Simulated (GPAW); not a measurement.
BN (P6_3mc): how ε∞ follows the gap

The empty bands of BN (P6_3mc) are shifted up rigidly by Δ, and ε∞ along x is computed for each shift. x, y and z are the Cartesian axes of the input cell.

Cell: a, b, c = 2.536, 2.536, 4.199 Å (primitive vectors), 4 atoms.

Method: GPAW 26.7.0, PBE, RPA, k-mesh 15×15×8, local fields up to 70 eV, Lorentzian half width 0.12 eV.

Launch of the response step: `OMP_NUM_THREADS=1 python df.py`. The series took 2.2 min in all, its band step included, on 1 thread of Arm Neoverse V1, on a shared host.

```
Δ (eV)  ε∞ along x
  0.00       4.440
  0.25       4.376
  0.50       4.316
  0.75       4.257
  1.00       4.200
  1.50       4.093
  2.00       3.994
  3.00           ?
```

With one effective transition at E₀ and fixed dipole strength, ε∞ − 1 = A/(E₀ + Δ), so 1/(ε∞ − 1) is linear in Δ.

Working, on the rows shown:

| x = Δ (eV) | y = 1/(ε∞ − 1) |
| --- | --- |
| 0 | 0.290698 |
| 0.25 | 0.296209 |
| 0.5 | 0.301568 |
| 0.75 | 0.307031 |
| 1 | 0.3125 |
| 1.5 | 0.323311 |
| 2 | 0.334001 |

Means: x̄ = 0.85714, ȳ = 0.30933. Σ(x − x̄)(y − ȳ) = 0.06459, Σ(x − x̄)² = 2.982. Slope = 0.06459 / 2.982 = 0.02166; intercept = ȳ − slope · x̄ = 0.29077. Turned back into ε∞ along x, the line misses the rows shown by at most 0.00081.

Problem. Fill in the last column of the withheld row.

Solution. At x = 3 the line gives y = 0.35574, that is 3.811. The run gave 3.813, so the extrapolation is off by 0.002, 0.3 % of the range in the table.

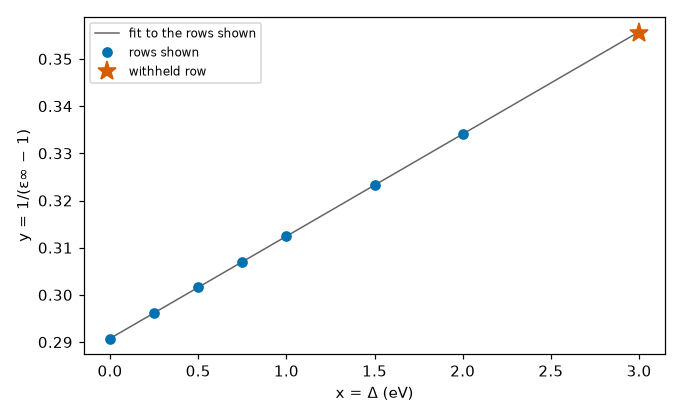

Refitted with all rows, the slope is 0.02159 and the intercept 0.29081. These give E₀ = intercept/slope = 13.5 eV, far above the least direct gap of 8.33 eV: most of the screening comes from transitions well over the edge. Over the first step ε∞ falls by 6 % per eV. The cell comes from an older database entry, whose edges can be off by a per cent or so. Excitons are left out; PBE gaps are as a rule too small. The values come from a sum over the points of one k-mesh and carry its error, which grows as the direct gap shrinks.

[Logs are printed without paths, hosts, clocks, repeated set-up lines and the standing remarks that a program may print on its own settings, such as how far it seeks lower states.]
